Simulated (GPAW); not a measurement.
**How the smearing moves the magnetism of linear Cr chain, spacing 2.497 A**

Two starts of linear Cr chain, spacing 2.497 A are run at each rung of the smearing. Which rung is enough?

Main program and level: GPAW 26.7.0; PBE; plane waves with GPAW's PAW setups, scalar-relativistic.

## Step 1: Starting point

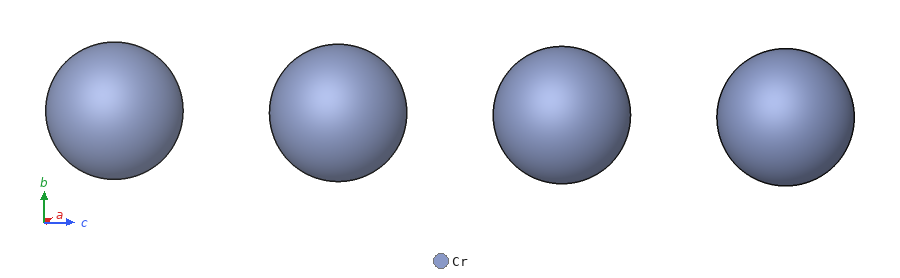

The cell as given, from the side, with the c axis across the page (chromium light blue). 1×1×3 cells are drawn. Some periodic images of atoms are drawn too.

The cell holds 1 atom: 1 Cr. Cell: a = 12.000 Å, b = 12.000 Å, c = 2.497 Å, α = 90.0°, β = 90.0°, γ = 90.0°. model lattice. Vacuum lies along a and b. The structure's axis is c.

## Step 2: Rung 1 (width 0.4 eV), start ferro +

A wide smearing converges easily but acts like a high temperature on the moments; each rung narrows it.

Contents of order1.py:

```python
import json
import numpy as np
from ase import Atoms
from ase.parallel import paropen, parprint
from gpaw import GPAW

atoms = Atoms(['Cr'],
    cell=[[12.0, 0.0, 0.0],
         [0.0, 12.0, 0.0],
         [0.0, 0.0, 2.497]],
    scaled_positions=[[0.5, 0.5, 0.0]],
    pbc=True,
    magmoms=[2.5])
atoms.calc = GPAW(mode={'name': 'pw', 'ecut': 550},
    xc='PBE',
    kpts={'size': (1, 1, 12), 'gamma': True},
    occupations={'name': 'fermi-dirac', 'width': 0.4},
    convergence={'density': 1e-05, 'energy': 1e-05},
    maxiter=200,
    symmetry={'tolerance': 1e-4},
    txt='order1.txt')
e = atoms.get_potential_energy(force_consistent=True)
res = {'free_energy': e, 'energy_sigma0': atoms.get_potential_energy(), 'fermi_energy': atoms.calc.get_fermi_level()}
res['moments'] = atoms.get_magnetic_moments().tolist()
res['total'] = atoms.get_magnetic_moment()
parprint('site moments (muB):', np.round(res['moments'], 3))
parprint(f"total moment: {res['total']:.3f} muB")
parprint(f'free energy: {e:.6f} eV')
atoms.calc.write('order1.gpw')
with paropen('results.json', 'w') as f:
    json.dump(res, f)
```

On the command line:

```sh
> OMP_NUM_THREADS=1 python3 order1.py > order1.log
```

Numbers of over 12 decimals in the logs are rounded to 6 here.

Log:

```text
site moments (muB): [3.554]
total moment: 4.591 muB
free energy: -6.256680 eV

--- order1.txt ---
Input parameters:
  mode=PW(ecut=550),
  convergence={'density': 1e-05, 'energy': 1e-05},
  kpts=MonkhorstPack(size=(1, 1, 12), gamma=True),
  maxiter=200,
  occupations=Occupations(name='fermi-dirac', width=0.4),
  symmetry=Symmetry(tolerance=0.0001),
  xc=XC(name='PBE')

Diagonalizing LCAO Hamiltonian
Converting LCAO to pw mode
        .----------------------------.
       /|                            |
      / |                            |
     /  .----------------------------.
    /  /                            /
   /  /                            /
  /  /                            /
 *  /              Cr            /
 | /                            /
 |/                            /
 *----------------------------*

Atoms  # Å, Bohr magnetons
|   | symbol |        x |        y |        z |    initial magnetic moments |
|---|--------|----------|----------|----------|-----------------------------|
| 0 |     Cr | 6.000000 | 6.000000 | 0.000000 | ( 0.0000,  0.0000,  2.5000) |

Unit cell  # Å
| periodic |         x |         y |        z |   lengths |    angles |
|----------|-----------|-----------|----------|-----------|-----------|
|      yes | 12.000000 |  0.000000 | 0.000000 | 12.000000 | 90.000000 |
|      yes |  0.000000 | 12.000000 | 0.000000 | 12.000000 | 90.000000 |
|      yes |  0.000000 |  0.000000 | 2.497000 |  2.497000 | 90.000000 |

Number of symmetries: 16

BZ-sampling:
  Number of BZ points: 12
  Number of IBZ points: 7

  Monkhorst-Pack size: [1, 1, 12]
  Monkhorst-Pack shift: [0.0, 0.0, 0.041667]

Plane wave coefficients: 10549
Cutoff: 550.0 eV

Spin-components: 2 (collinear spins)
Bands:           9
Projectors:      6
Spin-degeneracy: 1
Datatype:        complex128

Parallelization:
  kpt:    1
  domain: 1
  band:   1

Density:
  Valence electrons: 6.0
  Components: 2
  Grid points: [70 70 14]
  Charge: 0.0  # |e|

Potential:
  Grid points: [70 70 14]

[... setups left out ...]
Reference energy: -28582.377450  # eV

eigensolver:
  PPCG
  Converge bands: occupied
  niter=2

density mixing:
  MSR1-Mixer
  Pratt-step length: 0.05
  Maximum mixing coefficient: 0.75
  Old densities: 10
  SVD Regularization: 0.005
  Good broyden scale: 1.0
  Trust region scale: 1.0
  Backstep threshold: 4.0
  History deletion threshold: 6.0
  Fourier metric: weight=20.0, sigma=0.015

occupation numbers:
  Fermi-Dirac:
    width: 0.4000  # eV

poisson solver:
  ecut: 4400.0  # eV

xc functional:
  name: PBE with 2 nearest neighbor stencil

convergence criteria:
- Maximum integral of absolute [dens]ity change: 1e-05 electrons / valence electron
- Maximum [total energy] change in last 3 cyles: 1e-05 eV / valence electron
- Maximum integral of absolute [eigenst]ate change: 4e-08 eV^2 / valence electron
maximum number of iterations: 200

SCF iterations
|iter     |      energy | eigst |  dens |  magmom |
|---------|-------------|-------|-------|---------|
|iter:   1|       0s |   -6.614482 | +0.48 |       |  +2.4961|
|iter:   2|       2s |   -5.979829 | -1.25 | -0.26 |  +2.5310|
|iter:   3|       5s |   -5.240041 | -0.19 | -0.34 |  +2.8968|
|iter:   4|       7s |   -5.392575 | -1.26 | -0.83 |  +3.1300|
|iter:   5|       9s |   -5.644107 | -1.53 | -0.86 |  +3.7385|
|iter:   6|      11s |   -5.696171 | -2.11 | -1.02 |  +3.9884|
|iter:   7|      13s |   -5.778651 | -2.22 | -1.19 |  +4.4201|
|iter:   8|      15s |   -5.773556 | -3.05 | -1.64 |  +4.3820|
|iter:   9|      17s |   -5.806105 | -3.31 | -1.69 |  +4.5993|
|iter:  10|      19s |   -5.802829 | -3.89 | -2.27 |  +4.5760|
|iter:  11|      21s |   -5.804630 | -4.71 | -2.78 |  +4.5897|
|iter:  12|      23s |   -5.804548 | -5.09 | -3.32 |  +4.5895|
|iter:  13|      25s |   -5.804636 | -5.73 | -3.76 |  +4.5905|
|iter:  14|      28s |   -5.804699 | -6.19 | -4.17 |  +4.5910|
|iter:  15|      30s |   -5.804692 | -6.62 | -4.68 |  +4.5909|
|iter:  16|      32s |   -5.804703c| -6.97 | -4.92 |  +4.5910|
|iter:  17|      34s |   -5.804699c| -7.31 | -5.14c|  +4.5910|
|iter:  18|      36s |   -5.804700c| -7.54c| -5.76c|  +4.5910|

Converged in 18 steps
Energy contributions relative to reference atoms: (reference = -28582.377450)

Energy contributions:
  Kinetic:           4.702496
  Coulomb:          -5.311679
  Zero:              0.017215
  External:          0.000000
  Xc:               -4.760753
  Entropy:          -0.903959
  Spinorbit:         0.000000
  ----------------------------
  Free energy:      -6.256680
  Extrapolated:     -5.804700

dipole moment: (0.000065, 0.000065, -5.927760)  # |e|*Ang

Total magnetic moment: (0.000000, 0.000000, 4.590990)

Local magnetic moments
|        x |        y |        z |
|----------|----------|----------|
| 0.000000 | 0.000000 | 3.553897 |  # Cr   0

Fermi level: -3.186
Eigenvalues  # (at kpt = [0.000, 0.000, -0.000])
| band index |      eig [eV] | occ [0-1] |      eig [eV] | occ [0-1] |
|------------|---------------|-----------|---------------|-----------|
|          0 |        -7.217 |     1.000 |        -5.227 |     0.994 |
|          1 |        -5.184 |     0.993 |        -2.580 |     0.180 |
|          2 |        -4.691 |     0.977 |        -1.399 |     0.011 |
|          3 |        -4.690 |     0.977 |        -1.397 |     0.011 |
|          4 |        -3.126 |     0.462 |        -1.135 |     0.006 |
|          5 |        -3.126 |     0.462 |        -1.135 |     0.006 |
|          6 |        -2.303 |     0.099 |         0.301 |     0.000 |
|          7 |        -2.303 |     0.099 |         0.390 |     0.000 |
|          8 |         0.050 |     0.000 |         0.390 |     0.000 |

No gap
No difference between direct/indirect transitions
```

The job ended after 40 s (1 MPI rank of Intel Xeon Platinum 8259CL at 2.50GHz (Skylake/Cascade Lake), shared host; peak memory 0.33 GiB).

Spin moment in the augmentation sphere by atom:

| atom | spin moment in the augmentation sphere (μB) |
| --- | --- |
| Cr1 | 3.55 |

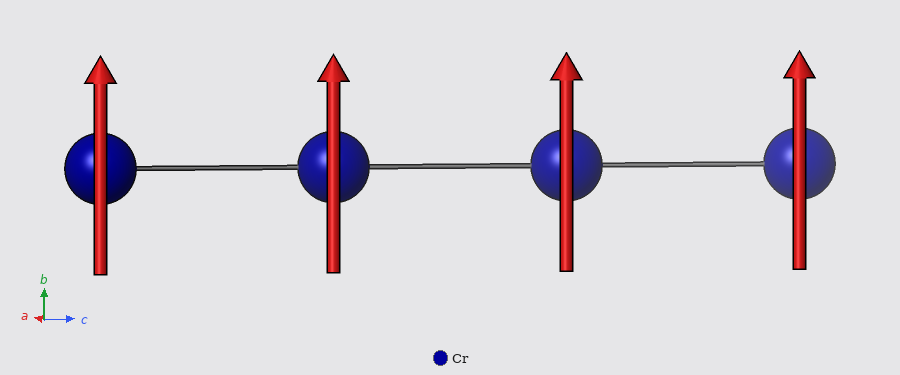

Spin moment in the augmentation sphere as arrows, the longest 3.55 μB. Up and down stand for the sign. Arrows give size and sign along the axis of quantisation, drawn up and down the page. 1×1×3 cells are drawn. Some periodic images of atoms are drawn too.

Read from the output:

```
magnetization : 4.591 μB
final state   : ferromagnetic
```

After 18 cycles the largest moment stands at 3.55 μB.

## Step 3: Rung 1 (width 0.4 eV), start antiferro q=(0,0,1/2) +-

The second start gives the energy difference between the two end states, the quantity that is followed up the ladder. Its q is in fractions of the reciprocal vectors of the first run's cell.

order2.py is the script of step 2 with these lines changed:

```diff
@@ -6,12 +6,13 @@
 
-atoms = Atoms(['Cr'],
+atoms = Atoms(['Cr', 'Cr'],
     cell=[[12.0, 0.0, 0.0],
          [0.0, 12.0, 0.0],
-         [0.0, 0.0, 2.497]],
-    scaled_positions=[[0.5, 0.5, 0.0]],
+         [0.0, 0.0, 4.994]],
+    scaled_positions=[[0.5, 0.5, 0.0],
+         [0.5, 0.5, 0.5]],
     pbc=True,
-    magmoms=[2.5])
+    magmoms=[2.5, -2.5])
 atoms.calc = GPAW(mode={'name': 'pw', 'ecut': 550},
     xc='PBE',
-    kpts={'size': (1, 1, 12), 'gamma': True},
+    kpts={'size': (1, 1, 6), 'gamma': True},
     occupations={'name': 'fermi-dirac', 'width': 0.4},
@@ -20,3 +21,3 @@
     symmetry={'tolerance': 1e-4},
-    txt='order1.txt')
+    txt='order2.txt')
 e = atoms.get_potential_energy(force_consistent=True)
@@ -28,3 +29,3 @@
 parprint(f'free energy: {e:.6f} eV')
-atoms.calc.write('order1.gpw')
+atoms.calc.write('order2.gpw')
 with paropen('results.json', 'w') as f:
```

On the command line:

```sh
> OMP_NUM_THREADS=1 python3 order2.py > order2.log
```

Log:

```text
site moments (muB): [ 3.585 -3.585]
total moment: -0.000 muB
free energy: -13.302564 eV

--- order2.txt ---
Input parameters:
  mode=PW(ecut=550),
  convergence={'density': 1e-05, 'energy': 1e-05},
  kpts=MonkhorstPack(size=(1, 1, 6), gamma=True),
  maxiter=200,
  occupations=Occupations(name='fermi-dirac', width=0.4),
  symmetry=Symmetry(tolerance=0.0001),
  xc=XC(name='PBE')

Diagonalizing LCAO Hamiltonian
Converting LCAO to pw mode
        .----------------------------.
       /|                            |
      / |                            |
     /  |                            |
    /   |                            |
   /    |                            |
  /     .----------------------------.
 *     /           Cr               /
 |    /                            /
 |   /                            /
 |  /              Cr            /
 | /                            /
 |/                            /
 *----------------------------*

Atoms  # Å, Bohr magnetons
|   | symbol |        x |        y |        z |    initial magnetic moments |
|---|--------|----------|----------|----------|-----------------------------|
| 0 |     Cr | 6.000000 | 6.000000 | 0.000000 | ( 0.0000,  0.0000,  2.5000) |
| 1 |     Cr | 6.000000 | 6.000000 | 2.497000 | ( 0.0000,  0.0000, -2.5000) |

Number of symmetries: 16

BZ-sampling:
  Number of BZ points: 6
  Number of IBZ points: 4

  Monkhorst-Pack size: [1, 1, 6]
  Monkhorst-Pack shift: [0.0, 0.0, 0.083333]

Plane wave coefficients: 21087
Cutoff: 550.0 eV

Spin-components: 2 (collinear spins)
Bands:           12
Projectors:      12
Spin-degeneracy: 1
[...]
|iter:  16|      62s |  -12.640267c| -6.49 | -4.56 |  -0.0000|
|iter:  17|      66s |  -12.640265c| -6.82 | -5.16c|  -0.0000|
|iter:  18|      70s |  -12.640263c| -7.12 | -5.68c|  -0.0000|
|iter:  19|      74s |  -12.640267c| -7.39 | -5.60c|  -0.0000|
|iter:  20|      76s |  -12.640269c| -7.60c| -5.97c|  -0.0000|

Converged in 20 steps
Energy contributions relative to reference atoms: (reference = -57164.754899)

Energy contributions:
  Kinetic:           4.983640
  Coulomb:          -7.130389
  Zero:              0.044848
  External:          0.000000
  Xc:               -9.876074
  Entropy:          -1.324589
  Spinorbit:         0.000000
  ----------------------------
  Free energy:     -13.302564
  Extrapolated:    -12.640269

dipole moment: (0.000130, 0.000130, -11.838724)  # |e|*Ang

Total magnetic moment: (0.000000, 0.000000, -0.000000)

Local magnetic moments
|        x |        y |         z |
|----------|----------|-----------|
| 0.000000 | 0.000000 |  3.585090 |  # Cr   0
| 0.000000 | 0.000000 | -3.585091 |  # Cr   1

Fermi level: -3.202
Eigenvalues  # (at kpt = [0.000, 0.000, 0.000])
| band index |      eig [eV] | occ [0-1] |      eig [eV] | occ [0-1] |
|------------|---------------|-----------|---------------|-----------|
|          0 |        -6.170 |     0.999 |        -6.170 |     0.999 |
|          1 |        -4.692 |     0.976 |        -4.692 |     0.976 |
|          2 |        -4.692 |     0.976 |        -4.692 |     0.976 |
|          3 |        -4.475 |     0.960 |        -4.475 |     0.960 |
|          4 |        -4.274 |     0.936 |        -4.274 |     0.936 |
[...]
|          8 |        -0.767 |     0.002 |        -0.767 |     0.002 |
|          9 |        -0.763 |     0.002 |        -0.763 |     0.002 |
|         10 |        -0.453 |     0.001 |        -0.453 |     0.001 |
|         11 |        -0.453 |     0.001 |        -0.453 |     0.001 |

No gap
No difference between direct/indirect transitions
```

It took 84 s on 1 MPI rank; peak memory 0.54 GiB.

Spin moment in the augmentation sphere by atom:

| atom | spin moment in the augmentation sphere (μB) |
| --- | --- |
| Cr1 | 3.59 |
| Cr2 | -3.59 |

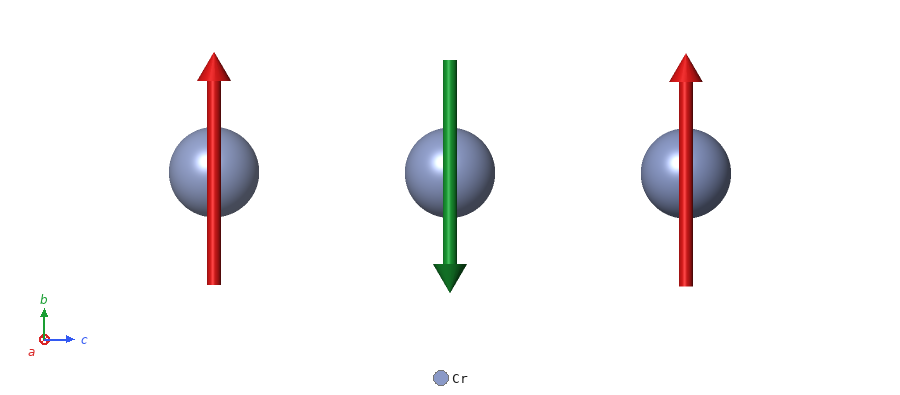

Spin moment in the augmentation sphere as arrows, the longest 3.59 μB. Up and down stand for the sign. Arrows give size and sign along the axis of quantisation, drawn up and down the page. The two directions have two colours. Some periodic images of atoms are drawn too.

Read from the output:

| Quantity | Value |
| --- | --- |
| magnetization | 0 μB |
| final state | antiferromagnetic |

This start lies -394.6 meV a seeded atom from the first; its largest moment is 3.59 μB.

## Step 4: Rung 2 (width 0.2 eV), start ferro +

order1.py is the script of step 2 with these lines changed:

```diff
@@ -16,3 +16,3 @@
     kpts={'size': (1, 1, 12), 'gamma': True},
-    occupations={'name': 'fermi-dirac', 'width': 0.4},
+    occupations={'name': 'fermi-dirac', 'width': 0.2},
     convergence={'density': 1e-05, 'energy': 1e-05},
```

On the command line:

```sh
> OMP_NUM_THREADS=1 python3 order1.py > order1.log
```

Log:

```text
site moments (muB): [3.854]
total moment: 5.042 muB
free energy: -5.972239 eV

--- order1.txt ---
Input parameters:
  mode=PW(ecut=550),
  convergence={'density': 1e-05, 'energy': 1e-05},
  kpts=MonkhorstPack(size=(1, 1, 12), gamma=True),
  maxiter=200,
  occupations=Occupations(name='fermi-dirac', width=0.2),
  symmetry=Symmetry(tolerance=0.0001),
  xc=XC(name='PBE')

Diagonalizing LCAO Hamiltonian
[...]
|          3 |        -4.516 |     0.999 |        -1.021 |     0.000 |
|          4 |        -3.017 |     0.384 |        -0.942 |     0.000 |
|          5 |        -3.017 |     0.384 |        -0.942 |     0.000 |
|          6 |        -2.279 |     0.015 |         0.397 |     0.000 |
|          7 |        -2.279 |     0.015 |         0.824 |     0.000 |
|          8 |         0.079 |     0.000 |         0.824 |     0.000 |

No gap
No difference between direct/indirect transitions


[key lines of the parts left out:]
Free energy:      -5.972239
Converged in 16 steps
dipole moment: (0.000065, 0.000065, -5.912765)  # |e|*Ang
Fermi level: -3.112
```

Elapsed: 42 s, on 1 MPI rank; peak memory 0.33 GiB.

Read from the output:

```yaml
magnetization: 5.042 μB
final_state: ferromagnetic
largest_moment: 3.854 μB
```

The largest moment moves by +0.30 μB from rung 1, at 1.0 times its CPU time.

## Step 5: Rung 2 (width 0.2 eV), start antiferro q=(0,0,1/2) +-

order2.py is the script of step 3 with these lines changed:

```diff
@@ -17,3 +17,3 @@
     kpts={'size': (1, 1, 6), 'gamma': True},
-    occupations={'name': 'fermi-dirac', 'width': 0.4},
+    occupations={'name': 'fermi-dirac', 'width': 0.2},
     convergence={'density': 1e-05, 'energy': 1e-05},
```

On the command line:

```sh
> OMP_NUM_THREADS=1 python3 order2.py > order2.log
```

Log:

```text
site moments (muB): [ 3.694 -3.694]
total moment: 0.000 muB
free energy: -12.879513 eV

--- order2.txt ---
Input parameters:
  mode=PW(ecut=550),
  convergence={'density': 1e-05, 'energy': 1e-05},
  kpts=MonkhorstPack(size=(1, 1, 6), gamma=True),
  maxiter=200,
  occupations=Occupations(name='fermi-dirac', width=0.2),
  symmetry=Symmetry(tolerance=0.0001),
  xc=XC(name='PBE')

Diagonalizing LCAO Hamiltonian
[...]
|          3 |        -4.256 |     0.992 |        -4.256 |     0.992 |
|          4 |        -3.965 |     0.968 |        -3.965 |     0.968 |
[...]
|          8 |        -0.396 |     0.000 |        -0.396 |     0.000 |
|          9 |        -0.387 |     0.000 |        -0.387 |     0.000 |
|         10 |        -0.058 |     0.000 |        -0.058 |     0.000 |
|         11 |        -0.058 |     0.000 |        -0.058 |     0.000 |

No gap
No difference between direct/indirect transitions


[key lines of the parts left out:]
Free energy:     -12.879513
Converged in 16 steps
dipole moment: (0.000130, 0.000130, -11.796104)  # |e|*Ang
Fermi level: -3.284
```

It took 68 s on 1 MPI rank; peak memory 0.53 GiB.

Numbers from this step:

```
magnetization  : 0 μB
final state    : antiferromagnetic
largest moment : 3.694 μB
```

This start lies -467.5 meV a seeded atom from the first, a change of -72.9 meV since rung 1; its largest moment is 3.69 μB.

## Step 6: Rung 3 (width 0.1 eV), start ferro +

order1.py is the script of step 4 with these lines changed:

```diff
@@ -16,3 +16,3 @@
     kpts={'size': (1, 1, 12), 'gamma': True},
-    occupations={'name': 'fermi-dirac', 'width': 0.2},
+    occupations={'name': 'fermi-dirac', 'width': 0.1},
     convergence={'density': 1e-05, 'energy': 1e-05},
```

On the command line:

```sh
> OMP_NUM_THREADS=1 python3 order1.py > order1.log
```

Log:

```text
site moments (muB): [3.895]
total moment: 5.145 muB
free energy: -5.923214 eV

--- order1.txt ---
Input parameters:
  mode=PW(ecut=550),
  convergence={'density': 1e-05, 'energy': 1e-05},
  kpts=MonkhorstPack(size=(1, 1, 12), gamma=True),
  maxiter=200,
  occupations=Occupations(name='fermi-dirac', width=0.1),
  symmetry=Symmetry(tolerance=0.0001),
  xc=XC(name='PBE')

Diagonalizing LCAO Hamiltonian
[...]
|          3 |        -4.493 |     1.000 |        -0.960 |     0.000 |
|          4 |        -2.987 |     0.161 |        -0.879 |     0.000 |
|          5 |        -2.987 |     0.161 |        -0.879 |     0.000 |
|          6 |        -2.290 |     0.000 |         0.419 |     0.000 |
|          7 |        -2.290 |     0.000 |         0.869 |     0.000 |
|          8 |         0.076 |     0.000 |         0.869 |     0.000 |

No gap
No difference between direct/indirect transitions


[key lines of the parts left out:]
Free energy:      -5.923214
Converged in 17 steps
dipole moment: (0.000065, 0.000065, -5.909439)  # |e|*Ang
Fermi level: -3.152
```

Wall time 35 s (1 MPI rank); peak memory 0.33 GiB.

Read from the output:

```
magnetization  : 5.145 μB
final state    : ferromagnetic
largest moment : 3.895 μB
```

The largest moment moves by +0.04 μB from rung 2, at 0.85 times its CPU time.

## Step 7: Rung 3 (width 0.1 eV), start antiferro q=(0,0,1/2) +-

order2.py is the script of step 5 with these lines changed:

```diff
@@ -17,3 +17,3 @@
     kpts={'size': (1, 1, 6), 'gamma': True},
-    occupations={'name': 'fermi-dirac', 'width': 0.2},
+    occupations={'name': 'fermi-dirac', 'width': 0.1},
     convergence={'density': 1e-05, 'energy': 1e-05},
```

On the command line:

```sh
> OMP_NUM_THREADS=1 python3 order2.py > order2.log
```

Log:

```text
site moments (muB): [ 3.732 -3.732]
total moment: 0.000 muB
free energy: -12.789627 eV

--- order2.txt ---
Input parameters:
  mode=PW(ecut=550),
  convergence={'density': 1e-05, 'energy': 1e-05},
  kpts=MonkhorstPack(size=(1, 1, 6), gamma=True),
  maxiter=200,
  occupations=Occupations(name='fermi-dirac', width=0.1),
  symmetry=Symmetry(tolerance=0.0001),
  xc=XC(name='PBE')

Diagonalizing LCAO Hamiltonian
[...]
|          8 |        -0.247 |     0.000 |        -0.247 |     0.000 |
|          9 |        -0.235 |     0.000 |        -0.235 |     0.000 |
|         10 |         0.082 |     0.000 |         0.082 |     0.000 |
|         11 |         0.082 |     0.000 |         0.082 |     0.000 |

Gap: 0.530 eV
Transition (v -> c):
  (s=0, k=3, n=5, [0.00, 0.00, 0.50]) -> (s=0, k=3, n=6, [0.00, 0.00, 0.50])
No difference between direct/indirect transitions


[key lines of the parts left out:]
Free energy:     -12.789627
Converged in 16 steps
dipole moment: (0.000130, 0.000130, -11.771416)  # |e|*Ang
Fermi level: -3.410
```

It took 66 s on 1 MPI rank; peak memory 0.54 GiB.

Numbers from this step:

| Item | Value |
| --- | --- |
| magnetization | 0 μB |
| final state | antiferromagnetic |
| largest moment | 3.732 μB |

This start lies -471.6 meV a seeded atom from the first, a change of -4.1 meV since rung 2; its largest moment is 3.73 μB.

(Continued in part 2 of 2.)

[Logs and program files are shortened in this print: banners, set-up blocks, solver, clock and traceback lines can be left out without a mark of their own.]

[Logs are printed without paths, hosts, clocks, repeated set-up lines and the standing remarks that a program may print on its own settings, such as how far it seeks lower states.]

[Hosts, paths, dates, database ids (printed as entryN), source tags and the programs' standing remarks are cut or masked in the printed files.]

[Where a cell is said to come from a database of computed structures, the database is the Materials Project.]
